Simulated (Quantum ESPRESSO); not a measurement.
# Energy of MoS2 along an even scaling of the cell

System: MoS2 (P6₃/mmc, 6 atoms in the cell).
Method: Kohn-Sham DFT of a periodic cell, LDA, GBRV 1.5 LDA, no spin polarisation (Quantum ESPRESSO 7.5).

The 7 runs differ only in the geometry, by an even scaling of the cell at fixed fractional positions. The structure derives from an entry of the Crystallography Open Database.

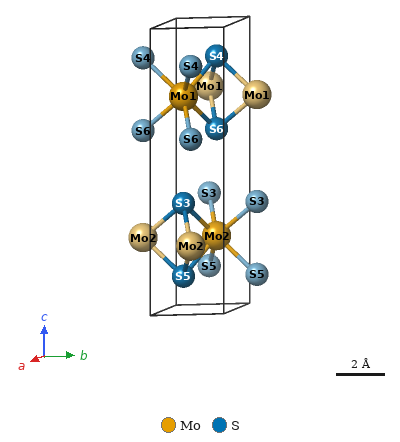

Figure 1. The structure of run 4 (ball-and-stick view of the cell of the calculation, seen slightly off an axis; neighbours outside the cell are drawn fainter; atoms are numbered from 1 in the order of the input). An atom can appear more than once, as a periodic image.

## Input of run 4
```
&CONTROL
  calculation = 'scf'
  prefix = 'pwscf'
  outdir = './tmp'
  pseudo_dir = './pseudo'
  tprnfor = .true.
  tstress = .true.
  disk_io = 'nowf'
/
&SYSTEM
  ibrav = 0
  nat = 6
  ntyp = 2
  ecutwfc = 45
  ecutrho = 360
  nbnd = 36
  occupations = 'smearing'
  smearing = 'fd'
  degauss = 0.00367493
/
&ELECTRONS
  conv_thr = 1.2d-09
  electron_maxstep = 120
  mixing_beta = 0.5
/
ATOMIC_SPECIES
Mo    95.9500 mo_lda_v1.uspp.F.UPF
S     32.0600 s_lda_v1.4.uspp.F.UPF
CELL_PARAMETERS angstrom
   3.1690000000    0.0000000000    0.0000000000
  -1.5845000000    2.7444345046    0.0000000000
   0.0000000000    0.0000000000   12.3240000000
ATOMIC_POSITIONS crystal
Mo     0.6666666667    0.3333333333    0.7500000000
Mo     0.3333333333    0.6666666667    0.2500000000
S      0.6666666667    0.3333333333    0.3770000000
S      0.3333333333    0.6666666667    0.8770000000
S      0.6666666667    0.3333333333    0.1230000000
S      0.3333333333    0.6666666667    0.6230000000
K_POINTS automatic
10 10 3 0 0 0
```

Command:
```bash
OMP_NUM_THREADS=1 mpirun -n 2 pw.x -nk 2 -in pw.in > pw.out
```

Run 6 differs from it as follows:
```diff
-   3.1690000000    0.0000000000    0.0000000000
-  -1.5845000000    2.7444345046    0.0000000000
-   0.0000000000    0.0000000000   12.3240000000
+   3.2107021507    0.0000000000    0.0000000000
+  -1.6053510754    2.7805496265    0.0000000000
+   0.0000000000    0.0000000000   12.4861764927
```

## Results, with one run withheld

| run | volume per atom (Å³) | free energy per atom, from the lowest run given (meV) | pressure (GPa) | gap on the mesh (eV) |
| --- | --- | --- | --- | --- |
| 1 | 16.792 | 5.33 | 4.11 | 0.78 |
| 2 | 17.149 | 0.00 | 0.41 | 0.81 |
| 3 | 17.507 | 2.45 | −2.89 | 0.83 |
| 4 | 17.864 | 11.90 | −5.84 | 0.85 |
| 5 | 18.221 | 27.58 | −8.49 | 0.87 |
| 6 | 18.578 | ? | ? | ? |
| 7 | 18.936 | 75.07 | −12.95 | 0.90 |

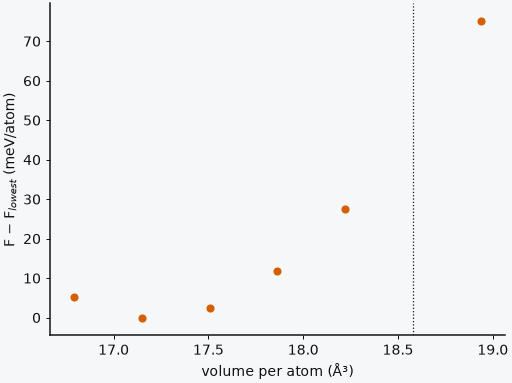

Figure 2. Free energy per atom of the runs given; the dotted line marks run 6.

What should run 6 give?

A cubic polynomial in V^(−2/3) (the Birch–Murnaghan form), fitted to the 6 runs given, misses them by at most 0.01 meV per atom. With x = V^(−2/3) − 0.14712 Å⁻², it reads F = 7.3398 − 5126.3 x + 8.7649e+05 x² + 1.3599e+06 x³ (meV per atom). At run 6 it gives 48.80 meV per atom, and the run itself gives 48.83. The slope of the fit gives a pressure −dF/dV of −10.68 GPa there, and the run prints −10.85 GPa. The two needn't agree exactly: the fit is approximate, and the printed stress is taken on a finite basis. The fit has its minimum at 17.209 Å³ per atom, where V d²F/dV² gives 165 GPa. Cell shape and fractional positions are held, so this is the stiffness under even scaling; the relaxed bulk modulus wasn't computed and can be far lower in a crystal of layers, chains or molecules like this one. The gap on the mesh goes, without turning, from 0.78 eV in run 1 to 0.90 eV in run 7; run 6 has 0.89 eV. These are gaps of this functional on this mesh, which can miss the band edges; they aren't the measured gap.

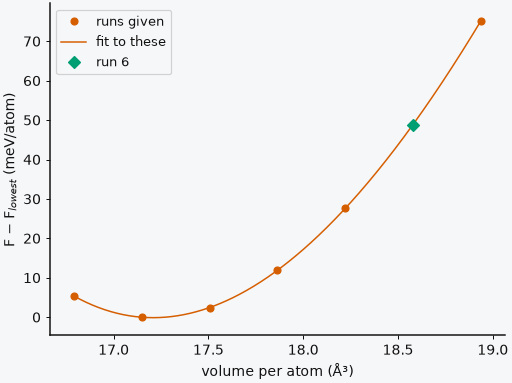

Figure 3. The fit and the withheld run.

## Some lines of the output (run 6)
```
[...]
     total energy              =    -375.73142183 Ry
     total energy              =    -375.73663980 Ry
     total energy              =    -375.76212573 Ry
     total energy              =    -375.77321537 Ry
     total energy              =    -375.77357010 Ry
     total energy              =    -375.77362821 Ry
     total energy              =    -375.77363835 Ry
     total energy              =    -375.77363851 Ry
     total energy              =    -375.77363853 Ry
     the Fermi energy is    10.4761 ev
!    total energy              =    -375.77363853 Ry
     The total energy is F=E-TS. E is the sum of the following terms:
     Computing stress (Cartesian axis) and pressure
          total   stress  (Ry/bohr**3)                   (kbar)     P=     -108.47
```
